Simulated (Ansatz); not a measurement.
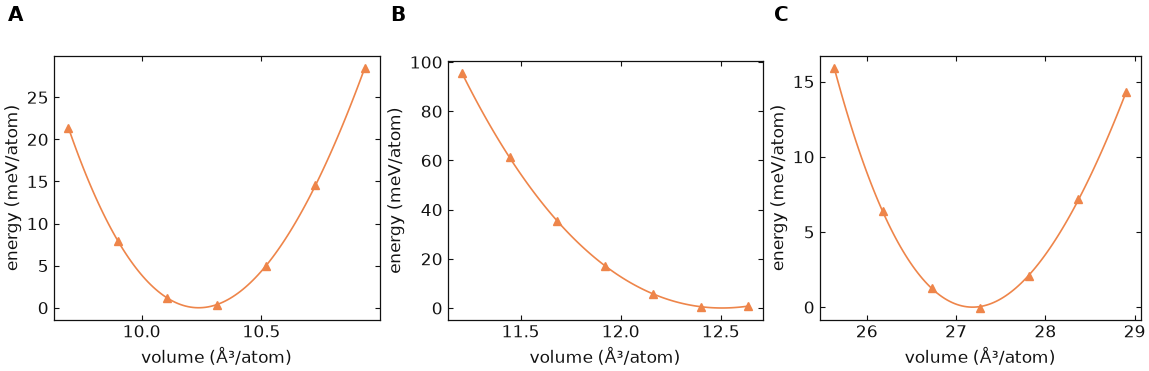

Each panel shows the energy against volume for one of these solids: SiC, P6_3mc (No. 186); SnO₂, P4_2/mnm (No. 136); SnSe, Fm-3m (No. 225).

Computed with Ansatz 0.2.0: plane-wave DFT, no spin polarisation; energies at scaled volumes of the given cell, shape and fractions fixed, counted from the fit's minimum, third-order Birch-Murnaghan fit. Level: BLYP with D3(BJ).

> Which panel belongs to which solid?

A is SiC (energy from 0.36 meV/atom to 28.48 meV/atom, V0 10.24 Å³/atom, B0 217 GPa); B is SnO₂ (energy from 0.55 meV/atom to 95.61 meV/atom, V0 12.51 Å³/atom, B0 183 GPa); C is SnSe (energy from −0.04 meV/atom to 15.89 meV/atom, V0 27.18 Å³/atom, B0 49.5 GPa).

For SiC, limits of the calculation: the functional was run on potentials made for another functional; shape and atomic fractions are frozen while scaling, which makes layered, chain and framework solids too stiff.

For SnO₂, limits of the calculation: the functional was run on potentials made for another functional; shape and atomic fractions are frozen while scaling, which makes layered, chain and framework solids too stiff.

For SnSe, limits of the calculation: the functional was run on potentials made for another functional.
